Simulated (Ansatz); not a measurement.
## Geometry relaxation, with input and output: WSe (part 2 of 2)

Continued. System: WSe (Pm-3m, 4 atoms in the cell). Method: DFT PBE+U, scalar-relativistic, plane waves, PAW, Ueff = 6.2 eV on W d, spin-polarised (Ansatz 0.2.0); cutoff 420 eV, 12×12×6 k-mesh, Gaussian smearing of 0.1 eV, collinear spins. The structure was built on a prototype by a generator; it need not be a known phase. It belongs to a series of runs on one base structure; here: antiferromagnetic, doubled cell, propagation vector (0, 1/2, 1/2).

Geometry of the input (Å; fractional positions):
```
3.5487  0.0000  0.0000
0.0000  3.5487  3.5487
0.0000  0.0000  7.0973
W  0.0000  0.0000  0.0000
Se 0.5000  0.5000  -0.0000
W  0.0000  0.0000  0.5000
Se 0.5000  0.5000  0.5000
```

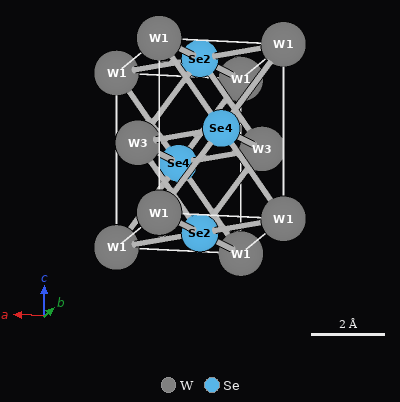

Fig. 1: The geometry at step 3 of the log (ball-and-stick view of the reduced cell, seen at an oblique angle; atoms are numbered from 1 in the order of the input).

### The program's output, continued
```
SCF iter   1: F=—  HF=-31694.916529 eV  |F-HF|=—  |Δ(HF+E_count)|=         —  Δρ=3.48e-5 (↑3.48e-5 ↓3.48e-5)  dr2=5.10e-7  dr2_m=7.52e-8  M=0.000 μB ∫|m|=8.770 μB  β_m=0.30  ethr=1.55e-9  ⟨swp⟩=3.7  Hψ=28909  notcnv=0
preconditioner: auto → Kerker (q_TF=auto, 2.573 Å⁻¹)  [metal: Δε(μ)=0.019 eV  Ē_g=9.104 eV  σ=0.100 eV  W_gap=0.11  n_scr=30 (ndim 8)  ℏωp=19.7 eV  f_vac=0.000  D(μ)=1.79/eV (n_scr^D=10)]
spin=Collinear: Kerker preconditioning applied to the charge; magnetization (m = ρ↑ − ρ↓) channel mixes plain (no charge-response kernel on spin).
SCF iter   2: F=—  HF=-31694.916529 eV  |F-HF|=—  |Δ(HF+E_count)|=   1.92e-7  Δρ=2.51e-5 (↑2.51e-5 ↓2.51e-5)  dr2=2.77e-7  dr2_m=3.73e-8  M=0.000 μB ∫|m|=8.770 μB  β_m=0.56  ethr=8.50e-10  ⟨swp⟩=2.0  Hψ=5943  notcnv=0
SCF iter   3: F=—  HF=-31694.916530 eV  |F-HF|=—  |Δ(HF+E_count)|=   2.76e-7  Δρ=4.60e-6 (↑4.60e-6 ↓4.60e-6)  dr2=1.32e-8  dr2_m=1.00e-9  M=0.000 μB ∫|m|=8.770 μB  β_m=0.63  ethr=4.61e-10  ⟨swp⟩=2.0  Hψ=7436  notcnv=0
SCF iter   4: F=—  HF=-31694.916530 eV  |F-HF|=—  |Δ(HF+E_count)|=   1.13e-8  Δρ=7.53e-7 (↑7.53e-7 ↓7.53e-7)  dr2=1.08e-9  dr2_m=1.03e-10  M=0.000 μB ∫|m|=8.770 μB  β_m=0.82  ethr=2.20e-11  ⟨swp⟩=2.9  Hψ=7482  notcnv=0
SCF iter   5: F=—  HF=-31694.916530 eV  |F-HF|=—  |Δ(HF+E_count)|=  5.78e-10  Δρ=1.66e-7 (↑1.66e-7 ↓1.66e-7)  dr2=4.01e-11  dr2_m=5.71e-12  M=0.000 μB ∫|m|=8.770 μB  β_m=0.91  ethr=1.81e-12  ⟨swp⟩=2.6  Hψ=7527  notcnv=0
SCF iter   6: F=-31694.916530 eV  HF=-31694.916530 eV  |F-HF|=0.00e0  |Δ(HF+E_count)|=  7.64e-11  Δρ=4.77e-8 (↑4.77e-8 ↓4.77e-8)  dr2=3.54e-12  dr2_m=4.49e-13  M=0.000 μB ∫|m|=8.770 μB  ethr=1.00e-12  ⟨swp⟩=4.0  Hψ=12110  notcnv=0
SCF 5 converged in 6 iterations: F = -31694.916530 eV  dr2 = 3.54e-12
relax step   5: F+E_penalty+E_count = -31694.91652959 eV  Δ(F+E_penalty+E_count) = +5.969e-4 eV  max|allowed force component| = 6.903e-30 eV/Å  Δτ_max = 0.0000 Å  P = -0.007 GPa  Ω = 85.307 Å³  stress off target by 1.01e-2 GPa  SCF on the basis re-selected at this cell (its energy is not comparable with the rows above)  (6 SCF iters)
```

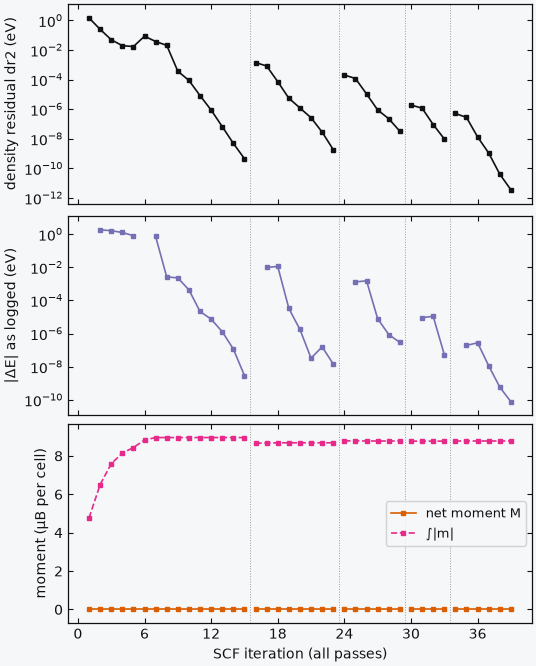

Fig. 2: Convergence of the self-consistent field: density residual dr2, size of the energy change and magnetic moment against the SCF iteration. The dotted lines part the SCF passes of the relaxation: geometry steps, rejected trials and re-solves on a re-selected basis. The 5 passes take 4 to 15 iterations each, 39 in all. The net moment stays at 0.0 μB per cell.

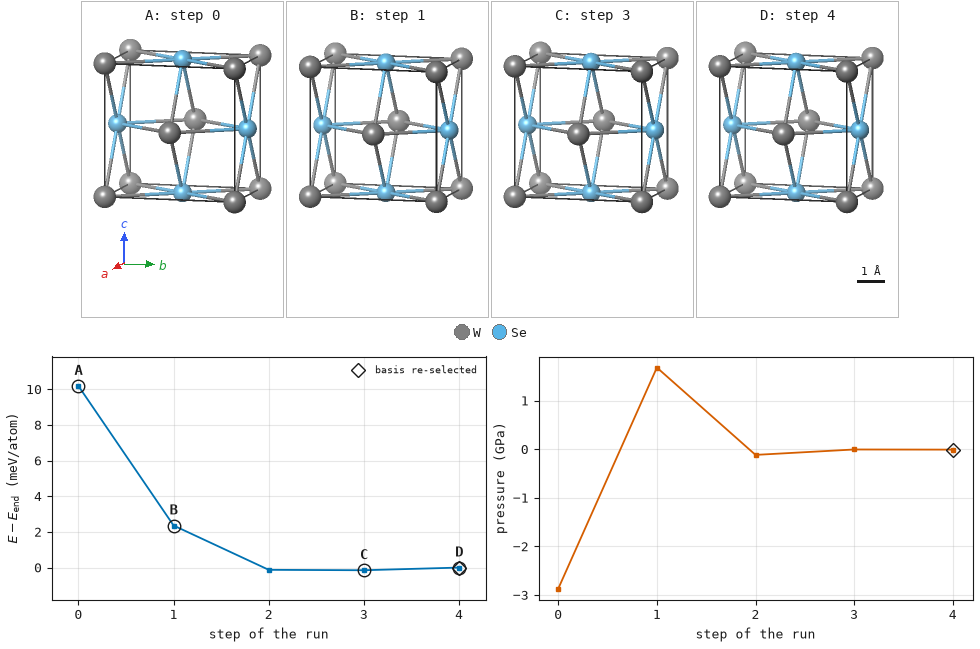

Fig. 3: Frames of the relaxation (ball-and-stick view of the reduced cell, seen slightly off an axis) above the curves, on which the letters mark them (the first geometry is step 0 here and step 1 in the log).

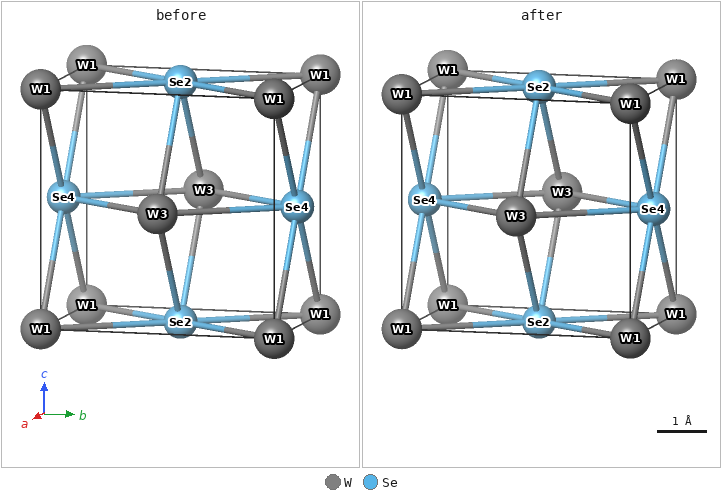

Fig. 4: Before (left) and after (right) the relaxation, at one scale (ball-and-stick view of the reduced cell, seen slightly off an axis). Over 3 geometry steps the energy falls by 10.3 meV per atom. All forces vanish by symmetry, so only the cell relaxes. The pressure goes from −2.87 to −0.01 GPa. No atom moves by more than 0.005 Å relative to the cell. The volume changes by −4.6 %, with a 3.549 → 3.536 Å (−0.4 %), b = c 5.019 → 4.912 Å (−2.1 %). Among the contacts that change: Se2–W3 3.073 → 3.026 Å. The space group (tolerance 0.01 Å) goes from Pm-3m (No. 221) to P4/mmm (No. 123). A last SCF at the same geometry on a re-selected plane-wave basis shifts the energy by +0.1 meV per atom. (Atoms are counted from 1 in the order of the input.)

```
basis re-selected at this cell: Δ(F+E_penalty+E_count) = +5.969e-4 eV, ΔP = -0.003 GPa vs the last step (what re-selecting the basis moved, of the pressure what is left beyond the Pulay correction that the steps carried, after the strain that the cell walked since its last selection, with what the two solves' SCF thresholds leave and, on support functions, any second-order correction that the steps lacked; it is no measure of the basis error at this ecutwfc). This SCF's stress stands 1.01e-2 GPa from its target on what of the cell is left free (relax.cell.stress_tol is 5.00e-2 GPa) and its largest allowed force component is 6.90e-30 eV/Å (relax.f_tol is 1.00e-2 eV/Å): within both
WARN: an SCF from ferromagnetic starting moments (-3.33, 0.00, -3.33, 0.00 Bohr magnetons, atom by atom) was not made, by what the run has read of turns of its moments that order reads lower: the deck asks for what bars it, or types moments that do (magnetization.spin_polarized, in the input reference, names some of the keys), or the run goes by scf.lower_state_search: light, the default, which as a rule tries one only behind a close that has lost an order of both signs, or on which an open d or half-filled 4f shell of a PAW file has lost a moment that was set nearer to Hund's than to what is left; or, under a Hubbard U, one that names an f shell that the input leaves bare beside given moments, or a larger moment for a shell of low spin that is given one. standard, with a start from the atoms, tries one behind each close (in a relaxation, ahead of its steps or at their end). To set out from that order, type those moments (crystal.atoms[].spin; where shells were raised to Hund's moment, beside crystal.symmetry.detect: false) under scf.lower_state_search: light. The bands of the close that named these starting moments, or of the one ahead of a search that led to it (under cold or Methfessel-Paxton smearing those of the Gaussian ahead of it) read a cost of -142.74 meV for the turn to them, carried on from a small turn (-142.74 by the pairs of d shells alone)
SCF converged after 6 iterations
Magnetization: 0.0000 μB (30.0000 up, 30.0000 down)
Absolute magnetization: 8.7778 μB (∫|ρ↑−ρ↓|, with the PAW one-centre terms)
Spin contamination: 4.4092 ħ² per cell (⟨S²⟩ above its minimum at these occupations)
Per-site moments (μB) at R_I (Å): [(3.37404583723144, 1.2482555729047342), (-2.4234777291248007e-16, 1.2482555729047342), (-3.37404583723144, 1.2482555729047342), (2.4234777291248007e-16, 1.2482555729047342)]
Free energy (F): -31694.916530 eV
Harris-Foulkes:  -31694.916530 eV  (|F-HF|=0.00e0)
Internal energy: -31694.907579 eV  (E = F + TS)
E sigma→0 (E₀):  -31694.912054 eV
Entropy (-TS):   -0.008951 eV (-2.238 meV/atom)
Fermi energy:    13.594955 eV
--- Per-component energies (eV) ---
  E_band       = -1017.426858
  E_kinetic    = 1140.035668
  E_local      = -5937.866489  (includes V_loc(G=0)·N_el)
  E_nonlocal   = -1178.489982
  E_hartree    = 2734.632449
  E_xc         = -738.914575
  E_vxc        = -669.640101  (∫ρ·V_xc dr)
  E_hubbard    = 4.814767  (on-site DFT+U / exact-exchange correction)
  E_vhub       = -20.265061  (the Hubbard potential's part of the band-sum identity)
  E_paw        = -20953.119740  (= ΣΔE_a)
  E_vpaw       = 179.535620  (= ΣTr[D̂ρ^β])
  E_aug_tail   = -0.001314  (compensation charges beyond the density's cutoff)
  E_ewald      = -6765.998362
  E_smearing   = -0.008951  (= −TS)
  E_closure    = 0.000000  (closes the sum)
  Σ components = -31694.916530   (vs F -31694.916530, Δ=0.00e0)
--- Forces (eV/Å), atoms counted from 1 ---
  atom   1  W     -0.00000000    -0.00000000     0.00000000
  atom   2  Se     0.00000000    -0.00000000     0.00000000
  atom   3  W     -0.00000000    -0.00000000     0.00000000
  atom   4  Se    -0.00000000     0.00000000    -0.00000000
  max |Σ_I F_I| component: 2.60e-29 eV/Å
--- Stress (GPa, compression-positive) ---
       -0.001952       0.000000       0.000000
        0.000000      -0.010054      -0.000000
        0.000000      -0.000000      -0.010054
  P = ⅓ Tr σ = -0.0074 GPa (-0.074 kbar)
--- Band table (eV; the first three rows and the last of 224) ---
  k-point 0 ↑: bands = ["-60.4423", "-58.9057", "-34.5946", "-34.5940", "-34.5886", "-34.5886", "-34.5735", "-34.5704", "-34.5531", "-34.5531", "-34.5488", "-34.5473", "-24.9994", "-24.9994", "-24.9694", "-22.9054", "-22.9054", "-22.8660", "-0.9644", "0.5059", "8.1338", "8.7309", "8.7309", "9.3976", "10.8657", "10.8657", "11.3939", "11.7391", "11.9783", "11.9783", "12.5135", "12.9254", "14.3356", "18.2365", "18.2365", "18.2756", "18.4151", "18.5068"]
  k-point 1 ↑: bands = ["-60.4428", "-58.9052", "-34.5946", "-34.5941", "-34.5887", "-34.5886", "-34.5733", "-34.5706", "-34.5531", "-34.5530", "-34.5487", "-34.5474", "-24.9992", "-24.9983", "-24.9693", "-22.9067", "-22.9064", "-22.8660", "-0.8519", "0.4394", "7.8111", "8.5638", "8.8592", "9.5754", "10.4508", "10.7001", "10.8711", "11.6882", "11.9701", "12.0059", "13.2281", "13.5500", "15.1679", "18.0747", "18.2037", "18.4100", "18.4571", "18.5118"]
  k-point 2 ↑: bands = ["-60.4438", "-58.9040", "-34.5945", "-34.5942", "-34.5888", "-34.5886", "-34.5727", "-34.5711", "-34.5531", "-34.5529", "-34.5484", "-34.5476", "-24.9985", "-24.9961", "-24.9691", "-22.9093", "-22.9085", "-22.8660", "-0.5528", "0.2292", "7.4034", "8.3428", "9.0152", "9.6768", "9.8242", "9.9924", "10.8820", "11.7156", "11.9421", "12.0843", "13.9831", "15.2032", "16.3286", "17.5698", "18.1389", "18.2666", "19.0529", "19.1693"]
  k-point 111 ↓: bands = ["-60.4367", "-58.9086", "-34.5935", "-34.5935", "-34.5896", "-34.5886", "-34.5719", "-34.5719", "-34.5533", "-34.5533", "-34.5472", "-34.5472", "-25.0355", "-24.9943", "-24.9943", "-22.9274", "-22.8999", "-22.8999", "0.4065", "0.4065", "8.5771", "8.7308", "8.7608", "8.7608", "9.0663", "10.1630", "10.5889", "10.8423", "10.8423", "12.9412", "13.2269", "13.3933", "16.0204", "17.5551", "17.5551", "17.6556", "19.7226", "20.3004"]
Occupation matrices written to [file]
--- Relaxed structure (4 steps of the walk, 4 accepted, 1 SCFs on fresh bases) ---
  F+E_penalty+E_count = -31694.91652959 eV   max|allowed force component| = 6.903e-30 eV/Å   (the final SCF, on the basis selected at the relaxed cell)
  cell:  # Å, volume = 85.3068 Å³
    - [3.535880227594078, -2.7515008977636187e-33, 1.528611609868677e-34]
    - [-2.598639736776751e-33, 3.47318652259148, 3.47318652259148]
    - [3.057223219737354e-34, 0.0, 6.94637304518296]
  atoms:
    - { symbol: W, position: [-3.1799916777024242e-37, 5.596785352756266e-35, -2.851392537673174e-35] }
    - { symbol: Se, position: [0.49999999999999994, 0.5, 0.0] }
    - { symbol: W, position: [-3.1799916777024242e-37, 5.596785352756266e-35, 0.5] }
    - { symbol: Se, position: [0.49999999999999994, 0.5, 0.5] }
--- Löwdin populations: 4 sites ---
  site symbol       q [e]    m [muB]
     0      W     13.4599     4.3163
     1     Se     16.3991     0.0000
     2      W     13.4599    -4.3163
     3     Se     16.3991     0.0000
  spilling = 0.004700 (of n_electrons = 60.000000)
```

### Trajectory as extended XYZ (Å, eV, eV/Å), 5 frames, from step=1 to step=5
```
4
Lattice="3.5487 0.0000 0.0000 0.0000 3.5487 3.5487 0.0000 0.0000 7.0973" Properties=species:S:1:pos:R:3:forces:R:3 step=1 energy=-31694.87579 pressure_GPa=-2.87
W     0.0000    0.0000    0.0000    0.0000   0.0000   0.0000
Se    1.7743    1.7743    1.7743    0.0000   0.0000   0.0000
W     0.0000    0.0000    3.5487    0.0000   0.0000   0.0000
Se    1.7743    1.7743    5.3230    0.0000   0.0000   0.0000
4
Lattice="3.4958 0.0000 0.0000 0.0000 3.4533 3.4533 0.0000 0.0000 6.9066" Properties=species:S:1:pos:R:3:forces:R:3 step=2 energy=-31694.90709 pressure_GPa=1.68
W     0.0000    0.0000    0.0000    0.0000   0.0000   0.0000
Se    1.7479    1.7267    1.7267    0.0000   0.0000   0.0000
W     0.0000    0.0000    3.4533    0.0000   0.0000   0.0000
Se    1.7479    1.7267    5.1800    0.0000   0.0000   0.0000
4
Lattice="3.5350 0.0000 0.0000 0.0000 3.4765 3.4765 0.0000 0.0000 6.9530" Properties=species:S:1:pos:R:3:forces:R:3 step=3 energy=-31694.91703 pressure_GPa=-0.12
W     0.0000    0.0000    0.0000    0.0000   0.0000   0.0000
Se    1.7675    1.7382    1.7382    0.0000   0.0000   0.0000
W     0.0000    0.0000    3.4765    0.0000   0.0000   0.0000
Se    1.7675    1.7382    5.2147    0.0000   0.0000   0.0000
4
Lattice="3.5359 0.0000 0.0000 0.0000 3.4732 3.4732 0.0000 0.0000 6.9464" Properties=species:S:1:pos:R:3:forces:R:3 step=4 energy=-31694.91713 pressure_GPa=-0.00
W     0.0000    0.0000    0.0000    0.0000   0.0000   0.0000
Se    1.7679    1.7366    1.7366    0.0000   0.0000   0.0000
W     0.0000    0.0000    3.4732    0.0000   0.0000   0.0000
Se    1.7679    1.7366    5.2098    0.0000   0.0000   0.0000
4
Lattice="3.5359 0.0000 0.0000 0.0000 3.4732 3.4732 0.0000 0.0000 6.9464" Properties=species:S:1:pos:R:3:forces:R:3 step=5 energy=-31694.91653 pressure_GPa=-0.01
W     0.0000    0.0000    0.0000    0.0000   0.0000   0.0000
Se    1.7679    1.7366    1.7366    0.0000   0.0000   0.0000
W     0.0000    0.0000    3.4732    0.0000   0.0000   0.0000
Se    1.7679    1.7366    5.2098    0.0000   0.0000   0.0000
```

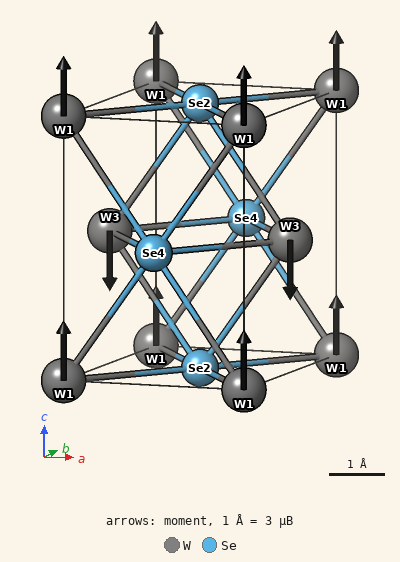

Fig. 5: Magnetic moments of the sites as black arrows (ball-and-stick view of the reduced cell, seen slightly off an axis; atoms are numbered from 1 in the order of the input); small moments hardly show. The run is collinear, so the axis drawn is arbitrary. Site moments: W1 (3.37 μB); W3 (−3.37 μB). They are counted near the atoms and needn't add up to the moment of the cell.

### Summary

```json
{"quantity": "outcome", "value": "converged"}
{"quantity": "space group (tolerance 0.01 Å)", "value": "Pm-3m (221) → P4/mmm (123)"}
{"quantity": "electrons treated", "value": "60"}
{"quantity": "free energy", "value": "−31694.9165 eV"}
{"quantity": "Fermi energy", "value": "13.595 eV"}
{"quantity": "gap on the k-point mesh", "value": "none (metallic)"}
{"quantity": "net moment of the cell", "value": "0.00 μB"}
{"quantity": "integrated absolute moment", "value": "8.78 μB"}
{"quantity": "pressure", "value": "−0.01 GPa"}
{"quantity": "final volume", "value": "85.31 Å³"}
{"quantity": "largest force (length of the vector) at the end", "value": "under 0.001 eV/Å"}
{"quantity": "final cell", "value": "a = 3.536 Å, b = 4.912 Å, c = 6.946 Å, α = 45.00°, β = 90.00°, γ = 90.00°"}
{"quantity": "wall time", "value": "3.9 min"}
{"quantity": "peak memory", "value": "1 GiB"}
```

### Notes

The electronic state found may not be the lowest one. Warnings of the run: another magnetic order may lie lower. Spin–orbit coupling is left out, which matters for W.
